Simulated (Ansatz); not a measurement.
Consider Ni₂H.

The calculation's input:

```
crystal:
  lattice:
    - [2.6430021, 0.0, 0.0]
    - [-1.32150105, 2.28890696, 0.0]
    - [0.0, 0.0, 4.308]
  atoms:
    - { symbol: Ni, position: [0.33333333, 0.66666667, 0.261], spin: 2.0 }
    - { symbol: Ni, position: [0.66666667, 0.33333333, 0.796], spin: 2.0 }
    - { symbol: H, position: [0.0, 0.0, 0.028] }
magnetization:
  spin_polarized: true
hamiltonian:
  xc: pbesol
  pseudopotentials: { kind: paw }
basis:
  ecutwfc: 420
kpoints:
  mp_grid: { grid: [12, 12, 6] }
scf:
  occupations: { method: fermi_dirac, width: 0.05 }
  lower_state_search: "off"
output:
  forces: true
  stress: true
  write_density: true
  write_potential: true
  elf: true
  volumetric_format: npy
```

Run with:

```sh
ansatz run input.yaml --threads 2 --pin off --max-ram 5120MiB --backend cpu --events-out ev --progress --plain --runs-dir out
```

Below, planes, directions and counts refer to the conventional cell (a = 2.64 Å, b = 2.64 Å, c = 4.31 Å, α = 90.00°, β = 90.00°, γ = 120.00°).

Space group P-3m1; not relaxed (largest force 1.1 eV/Å); computed pressure about −17 GPa in this cell; spin-polarised.

Theory: DFT, PBEsol, PAW, plane waves, scalar-relativistic in Ansatz.

Predict the valence pseudo-density and electron localisation function between the atoms.

Answer. Ni–H (1.82 Å): ρ is about 0.61 e/Å³ halfway; the ELF climbs to about 0.95 towards the hydrogen.

Does the calculation make it a metal, or give it a gap?

Answer. It is gapless in this calculation (a metal or semimetal).

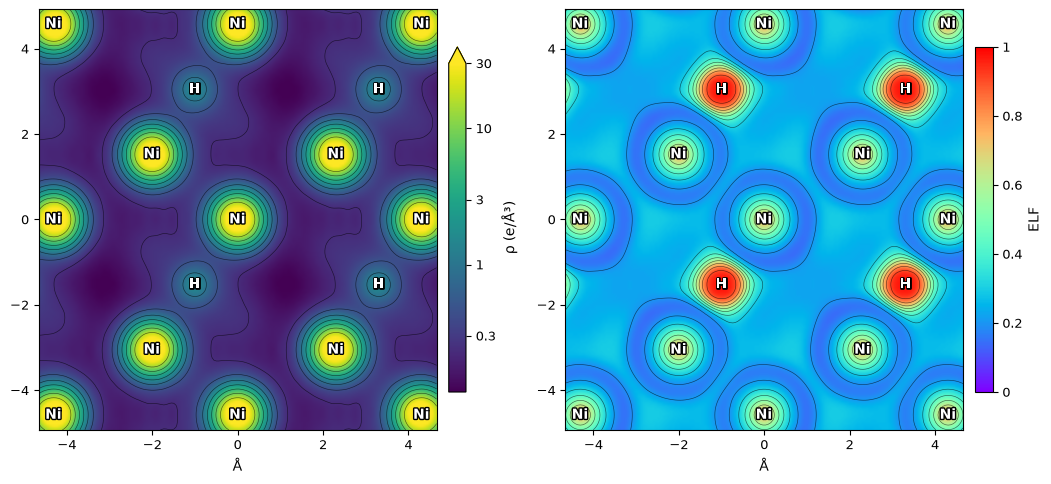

Computed valence pseudo-density and electron localisation function on the (110) plane of the conventional cell, in this order. 

In a PAW calculation such maps are meaningful between the atoms, not at the nuclei.
